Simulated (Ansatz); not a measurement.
# What a change does: single-point calculation on Al

System: Al (slab, 12 atoms in the cell).
Method of run 1: DFT, PBE, dispersion d3bj, plane waves, PAW, PAW set soft_1, no spin polarisation (Ansatz 0.2.0).

The structure derives from an entry of the Crystallography Open Database. Text and figures count atoms from 1; the logs count them from 0 in places.

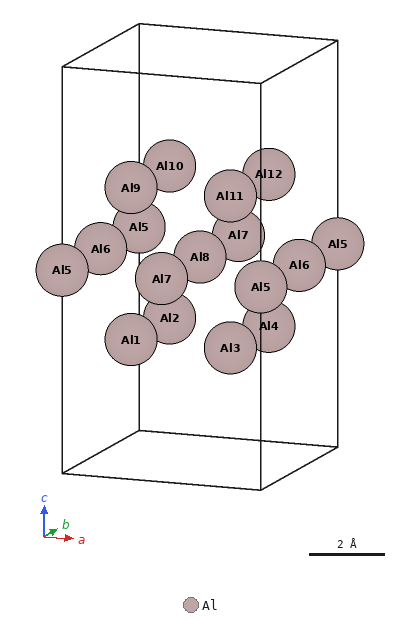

Figure 1. The structure as given in the input (spheres-only view of the cell of the calculation, with the vacuum cut short, seen slightly off an axis; atoms are numbered from 1 in the order of the input).

The input, run 1:
```yaml
crystal:
  lattice:
    - [5.7135165838, 0.0, 0.0]
    - [0.0, 5.7135165838, 0.0]
    - [0.0, 0.0, 19.6746954361]
  atoms:
    - { symbol: Al, position: [0.25, 0.25, 0.203306832] }
    - { symbol: Al, position: [0.25, 0.75, 0.203306832] }
    - { symbol: Al, position: [0.75, 0.25, 0.203306832] }
    - { symbol: Al, position: [0.75, 0.75, 0.203306832] }
    - { symbol: Al, position: [0.0, 0.0, 0.3092728611] }
    - { symbol: Al, position: [0.0, 0.5, 0.3092728611] }
    - { symbol: Al, position: [0.5, 0.0, 0.3092728611] }
    - { symbol: Al, position: [0.5, 0.5, 0.3092728611] }
    - { symbol: Al, position: [0.25, 0.25, 0.415492858] }
    - { symbol: Al, position: [0.25, 0.75, 0.415492858] }
    - { symbol: Al, position: [0.75, 0.25, 0.415492858] }
    - { symbol: Al, position: [0.75, 0.75, 0.415492858] }
kpoints:
  mp_grid: { grid: [5, 5, 1] }
hamiltonian:
  xc: pbe
  pseudopotentials: { kind: paw, azcp: { folder: soft_1 } }
  dispersion: d3bj
scf:
  occupations: { method: gaussian, width: 0.1 }
output:
  forces: true
  eigenvalues: true
efield:
  axis: 3
  dipole_correction: true
  ramp_width: 0.04
```

Launched with:
```bash
ansatz run input.yaml --threads 1 --pin off --max-ram 3072MiB --backend cpu --events-out ev --progress --plain --runs-dir out
```

Hardware: 1 thread of AMD EPYC (Zen 3), 32 GiB of memory available, shared host.

Output, shortened to warnings, some set-up lines, iterations and results (run 1):
```
Basis set: ecut = 420 eV, 12653 PW (Γ), exchange–correlation on 80×80×270 points (8 copies of the dense FFT grid, shifted against one another)
Symmetry: 32 space group operations
k-points: 6 of 25
Initial density: superposition of atomic densities (neutral atoms: chi_scale 0, normalization atom)
[...]
SCF iter   1: F=—  HF=-6450.379812 eV  |F-HF|=—  |Δ(HF+E_count)|=         —  Δρ=1.41e-2  dr2=7.44e0  ethr=3.10e-3  p=-0.000 e·Å  D=-2.18e-8 V/Å  ΔV_dip=0.00 eV  …
SCF iter   2: F=—  HF=-6448.861285 eV  |F-HF|=—  |Δ(HF+E_count)|=    1.52e0  Δρ=6.00e-3  dr2=6.03e-1  ethr=3.10e-3  p=0.000 e·Å  D=3.58e-5 V/Å  ΔV_dip=-0.00 eV  …
SCF iter   3: F=—  HF=-6448.871870 eV  |F-HF|=—  |Δ(HF+E_count)|=   1.06e-2  Δρ=1.21e-3  dr2=3.72e-2  ethr=1.68e-3  p=0.000 e·Å  D=6.37e-5 V/Å  ΔV_dip=-0.00 eV  …
SCF iter   4: F=—  HF=-6448.861944 eV  |F-HF|=—  |Δ(HF+E_count)|=   9.93e-3  Δρ=3.01e-4  dr2=7.72e-4  ethr=1.03e-4  p=0.000 e·Å  D=7.64e-5 V/Å  ΔV_dip=-0.00 eV  …
SCF iter   5: F=—  HF=-6448.862241 eV  |F-HF|=—  |Δ(HF+E_count)|=   2.97e-4  Δρ=5.48e-5  dr2=9.53e-5  ethr=2.14e-6  p=0.000 e·Å  D=7.50e-5 V/Å  ΔV_dip=-0.00 eV  …
SCF iter   6: F=—  HF=-6448.862127 eV  |F-HF|=—  |Δ(HF+E_count)|=   1.14e-4  Δρ=1.52e-5  dr2=1.18e-5  ethr=2.65e-7  p=0.000 e·Å  D=8.94e-5 V/Å  ΔV_dip=-0.00 eV  …
SCF iter   7: F=—  HF=-6448.862126 eV  |F-HF|=—  |Δ(HF+E_count)|=   1.16e-6  Δρ=4.89e-6  dr2=6.99e-7  ethr=3.29e-8  p=0.000 e·Å  D=7.41e-5 V/Å  ΔV_dip=-0.00 eV  …
SCF iter   8: F=-6448.862126 eV  HF=-6448.862126 eV  |F-HF|=1.83e-8  |Δ(HF+E_count)|=   1.57e-7  Δρ=9.30e-7  dr2=9.04e-9  ethr=2.78e-10  p=0.000 e·Å  D=7.81e-5 V/Å  …
SCF 1 converged in 8 iterations: F = -6448.862126 eV  dr2 = 9.04e-9
SCF converged after 8 iterations
Free energy (F): -6448.862126 eV
Harris-Foulkes:  -6448.862126 eV  (|F-HF|=1.83e-8)
Internal energy: -6448.843353 eV  (E = F + TS)
E sigma→0 (E₀):  -6448.852740 eV
Entropy (-TS):   -0.018773 eV (-1.564 meV/atom)
Fermi energy:    -0.625887 eV
Dipole field:    D = 0.000064 V/Å  (p = 0.000228 e·Å, saw-weighted, corrected)
Work function:   Φ+ = 4.5072 eV   Φ− = 4.5084 eV
Levels:          The Fermi level and band energies are counted from a zero that moves with the ramp; work functions are not
--- Per-component energies (eV) ---
  E_band       = -158.803709
  E_kinetic    = 246.650272
  E_local      = -5359.114714  (includes V_loc(G=0)·N_el)
  E_nonlocal   = 122.006402
  E_hartree    = 2602.581022
  E_xc         = -438.953958
  E_vxc        = -332.083260  (∫ρ·V_xc dr)
  E_paw        = -5632.047087  (= ΣΔE_a)
  E_vpaw       = -41.427102  (= ΣTr[D̂ρ^β])
  E_aug_tail   = -0.000022  (compensation charges beyond the density's cutoff)
  E_efield     = 0.000000  (sawtooth field / dipole correction)
  E_vefield    = 0.000002  (∫n·V_field dr)
  E_ewald      = 2012.539929
  E_disp       = -2.505197  (pairwise vdW)
  E_smearing   = -0.018773  (= −TS)
  E_closure    = 0.000000  (closes the sum)
  Σ components = -6448.862126   (vs F -6448.862126, Δ=0.00e0)
--- Forces (eV/Å), atoms counted from 1 ---
  atom   1  Al     0.00000000    -0.00000000     0.09134644
  atom   2  Al     0.00000000    -0.00000000     0.09134644
  atom   3  Al     0.00000000    -0.00000000     0.09134644
  atom   4  Al     0.00000000    -0.00000000     0.09134644
  atom   5  Al     0.00000000    -0.00000000     0.01093232
  atom   6  Al     0.00000000    -0.00000000     0.01093232
  atom   7  Al     0.00000000    -0.00000000     0.01093232
  atom   8  Al     0.00000000    -0.00000000     0.01093232
  atom   9  Al    -0.00000000     0.00000000    -0.10227705
  atom  10  Al    -0.00000000    -0.00000000    -0.10227705
  atom  11  Al    -0.00000000    -0.00000000    -0.10227705
  atom  12  Al    -0.00000000    -0.00000000    -0.10227705
  max |Σ_I F_I| component: 6.82e-6 eV/Å
```

The input of run 2 differs as follows (lines with − go, lines with + come):
```diff
+basis:
+  ecutwfc: 420
-  dispersion: d3bj
+  write_density: true
+  write_potential: true
+  elf: true
+  volumetric_format: npy
```

How does run 2 compare with run 1?

The total energies belong to different models, so their difference says nothing on which is more stable or more accurate. The largest force goes from 0.102 to 0.029 eV/Å. The number of SCF iterations is the same. On the same kind of shared host run 2 took about 1.5 times as long.

Output, shortened to warnings, some set-up lines, iterations and results (run 2):
```
WARN: The input density's exchange-correlation potential varies sharply where the density is thin. Do not read a vacuum level from v_tot or v_xc, or from such a field of the output density. On a cell that repeats whose density bears no net charge and no dipole along the vacuum's axis use v_es (v_loc + v_h of the components); under efield.dipole_correction with no amplitude use v_es + v_field, …
Basis set: ecut = 420 eV, 12653 PW (Γ), exchange–correlation on 80×80×270 points (8 copies of the dense FFT grid, shifted against one another)
Symmetry: 32 space group operations
k-points: 6 of 25
Initial density: superposition of atomic densities (neutral atoms: chi_scale 0, normalization atom)
[...]
SCF iter   1: F=—  HF=-6447.874614 eV  |F-HF|=—  |Δ(HF+E_count)|=         —  Δρ=1.41e-2  dr2=7.44e0  ethr=3.10e-3  p=-0.000 e·Å  D=-2.18e-8 V/Å  ΔV_dip=0.00 eV  …
SCF iter   2: F=—  HF=-6446.356088 eV  |F-HF|=—  |Δ(HF+E_count)|=    1.52e0  Δρ=6.00e-3  dr2=6.03e-1  ethr=3.10e-3  p=0.000 e·Å  D=3.58e-5 V/Å  ΔV_dip=-0.00 eV  …
SCF iter   3: F=—  HF=-6446.366673 eV  |F-HF|=—  |Δ(HF+E_count)|=   1.06e-2  Δρ=1.21e-3  dr2=3.72e-2  ethr=1.68e-3  p=0.000 e·Å  D=6.37e-5 V/Å  ΔV_dip=-0.00 eV  …
SCF iter   4: F=—  HF=-6446.356746 eV  |F-HF|=—  |Δ(HF+E_count)|=   9.93e-3  Δρ=3.01e-4  dr2=7.72e-4  ethr=1.03e-4  p=0.000 e·Å  D=7.64e-5 V/Å  ΔV_dip=-0.00 eV  …
SCF iter   5: F=—  HF=-6446.357043 eV  |F-HF|=—  |Δ(HF+E_count)|=   2.97e-4  Δρ=5.48e-5  dr2=9.53e-5  ethr=2.14e-6  p=0.000 e·Å  D=7.50e-5 V/Å  ΔV_dip=-0.00 eV  …
SCF iter   6: F=—  HF=-6446.356930 eV  |F-HF|=—  |Δ(HF+E_count)|=   1.14e-4  Δρ=1.52e-5  dr2=1.18e-5  ethr=2.65e-7  p=0.000 e·Å  D=8.94e-5 V/Å  ΔV_dip=-0.00 eV  …
SCF iter   7: F=—  HF=-6446.356928 eV  |F-HF|=—  |Δ(HF+E_count)|=   1.16e-6  Δρ=4.89e-6  dr2=6.99e-7  ethr=3.29e-8  p=0.000 e·Å  D=7.41e-5 V/Å  ΔV_dip=-0.00 eV  …
SCF iter   8: F=-6446.356929 eV  HF=-6446.356929 eV  |F-HF|=1.83e-8  |Δ(HF+E_count)|=   1.58e-7  Δρ=9.30e-7  dr2=9.03e-9  ethr=2.78e-10  p=0.000 e·Å  D=7.81e-5 V/Å  …
SCF 1 converged in 8 iterations: F = -6446.356929 eV  dr2 = 9.03e-9
WARN: The input density's exchange-correlation potential varies sharply where the density is thin. Do not read a vacuum level from v_tot or v_xc, or from such a field of the output density. On a cell that repeats whose density bears no net charge and no dipole along the vacuum's axis use v_es …
SCF converged after 8 iterations
Free energy (F): -6446.356929 eV
Harris-Foulkes:  -6446.356929 eV  (|F-HF|=1.83e-8)
Internal energy: -6446.338156 eV  (E = F + TS)
E sigma→0 (E₀):  -6446.347542 eV
Entropy (-TS):   -0.018773 eV (-1.564 meV/atom)
Fermi energy:    -0.625887 eV
Dipole field:    D = 0.000064 V/Å  (p = 0.000228 e·Å, saw-weighted, corrected)
Work function:   Φ+ = 4.5072 eV   Φ− = 4.5084 eV
[...]
```

The two runs side by side:

```tsv
quantity	run 1	run 2
outcome	converged	converged
free energy per atom (eV)	−537.4052	−537.1964
energy per atom, smearing taken to zero (eV)	−537.4044	−537.1956
gap on the mesh (eV)	0.00	0.00
largest force (eV/Å)	0.102	0.029
SCF iterations	8	8
irreducible k-points	6	6
plane waves at Γ	12653	12653
work function (eV)	–	4.51
wall time (shared host)	8.4 s	12 s
```

For run 2: Warnings: the exchange-correlation potential is rough where the density is thin.
